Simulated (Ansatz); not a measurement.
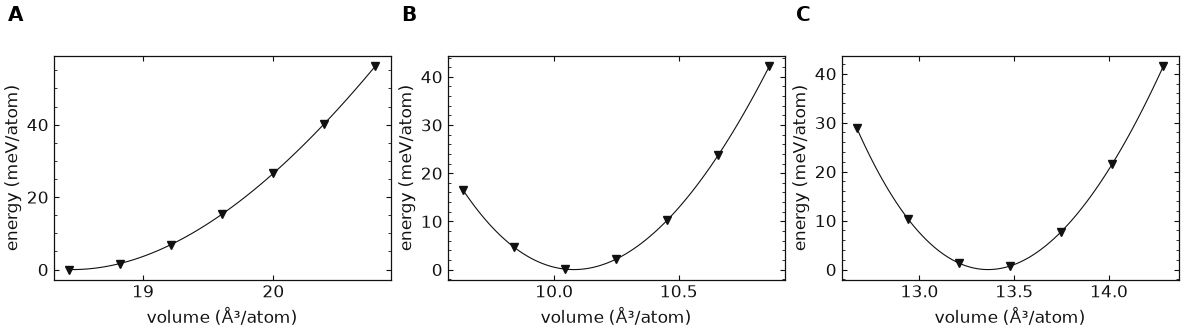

Each panel shows the energy against volume for one of these solids: Ge, Cmmm (No. 65); Si₂W, I4/mmm (No. 139); ZrB₂, P6/mmm (No. 191).

How it was computed, with Ansatz 0.2.0: all-electron LAPW DFT, no spin polarisation; energies at scaled volumes of the given cell, shape and fractions fixed, counted from the fit's minimum, third-order Birch-Murnaghan fit. Level: PBEsol.

### Match the panels to the solids.

A is Ge (energy from 0.01 meV/atom to 56.19 meV/atom, V0 18.46 Å³/atom, B0 76.7 GPa); B is ZrB₂ (energy from 0.09 meV/atom to 42.24 meV/atom, V0 10.08 Å³/atom, B0 250 GPa); C is Si₂W (energy from 0.73 meV/atom to 41.58 meV/atom, V0 13.36 Å³/atom, B0 234 GPa).

For Ge, limits of the calculation: the fit and the printed pressures don't fully agree, or the minimum lies near the end of the range; shape and atomic fractions are frozen while scaling, which makes layered, chain and framework solids too stiff.

For Si₂W, limits of the calculation: shape and atomic fractions are frozen while scaling, which makes layered, chain and framework solids too stiff.

For ZrB₂, limits of the calculation: shape and atomic fractions are frozen while scaling, which makes layered, chain and framework solids too stiff.
